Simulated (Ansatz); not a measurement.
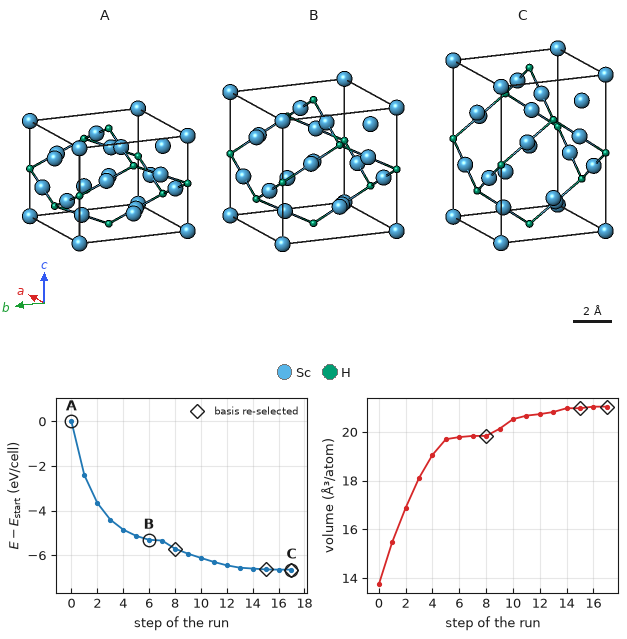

Frames of a relaxation of crystalline Sc₃H (a generated structure, set up in I4_1/amd) (coarse preliminary run), marked on the history of the run. Style: ball-and-stick. Shown: the conventional cell (2 times the calculation's cell), from a free direction. Lengths and directions refer to the drawn axes.

Theory: DFT PBE, scalar-relativistic, plane waves, PAW (Ansatz).

The input:
```yaml
crystal:
  lattice:
    - [-3.21486959, 3.21486959, 2.65888312]
    - [3.21486959, -3.21486959, 2.65888312]
    - [3.21486959, 3.21486959, -2.65888312]
  atoms:
    - { symbol: Sc, position: [0.375, 0.625, 0.75] }
    - { symbol: Sc, position: [0.875, 0.625, 0.25] }
    - { symbol: Sc, position: [0.375, 0.125, 0.75] }
    - { symbol: Sc, position: [0.375, 0.625, 0.25] }
    - { symbol: Sc, position: [0.75, 0.25, 0.5] }
    - { symbol: Sc, position: [0.0, 0.0, 0.0] }
    - { symbol: H, position: [0.5, 0.5, 0.0] }
    - { symbol: H, position: [0.25, 0.75, 0.5] }
basis:
  ecutwfc: 420
kpoints:
  mp_grid: { grid: [4, 4, 4] }
hamiltonian:
  xc: pbe
scf:
  occupations: { method: gaussian, width: 0.1 }
  lower_state_search: "off"
output:
  forces: true
  stress: true
  eigenvalues: true
relax:
  adjacent_minimum: "off"
  f_tol: 0.04
  max_steps: 70
  cell: { stress_tol: 0.4 }
```

Command:
```bash
ansatz run input.yaml --threads 1 --pin off --max-ram 2560MiB --backend cpu --events-out ev --progress --plain --runs-dir out
```

> What happens along the run?

After 14 accepted moves (17 points after the start) the energy has fallen by 6.640 eV per cell of the calculation. All forces vanish by symmetry, so only the cell relaxes. The pressure goes from 35.26 to 0.07 GPa. The SCF was repeated 3 times at an unchanged geometry on a basis and grid sized afresh for the cell, which shifted the energy by 0.365 eV per cell of the calculation at most. The atoms keep their places relative to the cell (all moves are under 0.005 Å). Cell: a = b 6.430 → 6.212 Å (−3.4 %), c 5.318 → 8.725 Å (+64.1 %). Volume +53.1 %. Among the contacts that change: Sc1–Sc5 2.561 → 3.622 Å, Sc1–Sc3 2.633 → 3.095 Å, Sc1–H7 1.739 → 1.898 Å, Sc1–Sc2 3.215 → 3.106 Å. Bond angles that change, for instance: Sc1–H7–Sc2 135.1° → 109.8°, Sc1–H7–Sc3 98.4° → 109.3°. The space group stays I4_1/amd (No. 141). From step 0 to 6: volume +44.0 %, energy −5.305 eV per cell of the calculation. From step 6 to 17: volume +6.3 %, energy −1.336 eV per cell of the calculation.

```json
{"step": "0", "E − E(0), meV/atom": "0.00", "pressure, GPa": "35.26", "volume, Å³/atom": "13.740", "note": ""}
{"step": "1", "E − E(0), meV/atom": "-301.11", "pressure, GPa": "20.12", "volume, Å³/atom": "15.482", "note": ""}
{"step": "2", "E − E(0), meV/atom": "-456.43", "pressure, GPa": "11.99", "volume, Å³/atom": "16.885", "note": ""}
{"step": "3", "E − E(0), meV/atom": "-549.98", "pressure, GPa": "6.77", "volume, Å³/atom": "18.115", "note": ""}
{"step": "4", "E − E(0), meV/atom": "-605.90", "pressure, GPa": "3.42", "volume, Å³/atom": "19.061", "note": ""}
{"step": "5", "E − E(0), meV/atom": "-641.01", "pressure, GPa": "1.24", "volume, Å³/atom": "19.704", "note": ""}
{"step": "6", "E − E(0), meV/atom": "-663.07", "pressure, GPa": "0.49", "volume, Å³/atom": "19.792", "note": ""}
{"step": "7", "E − E(0), meV/atom": "-666.99", "pressure, GPa": "-0.19", "volume, Å³/atom": "19.840", "note": ""}
{"step": "8", "E − E(0), meV/atom": "-712.64", "pressure, GPa": "2.57", "volume, Å³/atom": "19.840", "note": "same geometry, new basis"}
{"step": "9", "E − E(0), meV/atom": "-740.66", "pressure, GPa": "2.07", "volume, Å³/atom": "20.132", "note": ""}
{"step": "10", "E − E(0), meV/atom": "-764.40", "pressure, GPa": "1.21", "volume, Å³/atom": "20.526", "note": ""}
{"step": "11", "E − E(0), meV/atom": "-786.85", "pressure, GPa": "0.97", "volume, Å³/atom": "20.672", "note": ""}
{"step": "12", "E − E(0), meV/atom": "-805.98", "pressure, GPa": "0.86", "volume, Å³/atom": "20.735", "note": ""}
{"step": "13", "E − E(0), meV/atom": "-819.13", "pressure, GPa": "0.55", "volume, Å³/atom": "20.820", "note": ""}
{"step": "14", "E − E(0), meV/atom": "-823.99", "pressure, GPa": "-0.09", "volume, Å³/atom": "20.977", "note": ""}
{"step": "15", "E − E(0), meV/atom": "-829.02", "pressure, GPa": "0.25", "volume, Å³/atom": "20.977", "note": "same geometry, new basis"}
{"step": "16", "E − E(0), meV/atom": "-830.02", "pressure, GPa": "0.07", "volume, Å³/atom": "21.042", "note": ""}
{"step": "17", "E − E(0), meV/atom": "-830.05", "pressure, GPa": "0.07", "volume, Å³/atom": "21.042", "note": "same geometry, new basis"}
```
